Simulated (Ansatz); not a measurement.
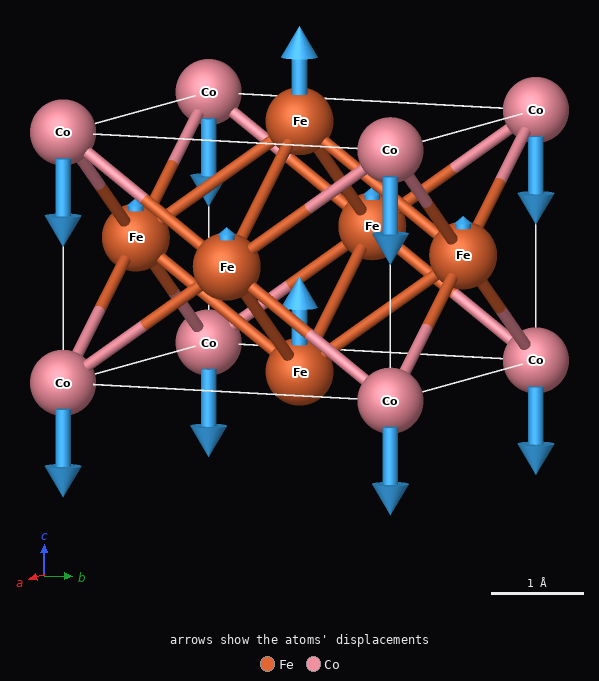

One vibrational mode of a crystal of Fe$_{3}$Co at the zone centre. The blue arrows are the displacements of the atoms (eigenvector over the root of the mass), of arbitrary overall length and sign. The picture is a ball-and-stick view of the cell of the calculation, seen slightly off an axis.

The calculation used DFT LDA, scalar-relativistic, plane waves, PAW in Ansatz. Set-up: plane-wave cutoff 420 eV; k-point mesh 12 × 12 × 16; occupations gaussian; smearing width 0.2 eV; collinear spin.

The frequencies depend somewhat on the k-mesh and the smearing.

Describe the mode and give its frequency.

This is the A₂u mode at 205 cm⁻¹, optical level 2 of 6, counted from below, infrared-active by symmetry. The Co sublattice moves against the Fe (1c) and Fe (2e) sublattices, along c; the kinetic energy is shared as Co 62 %, Fe 38 %. The crystal is a metal, so free carriers screen the infrared response.
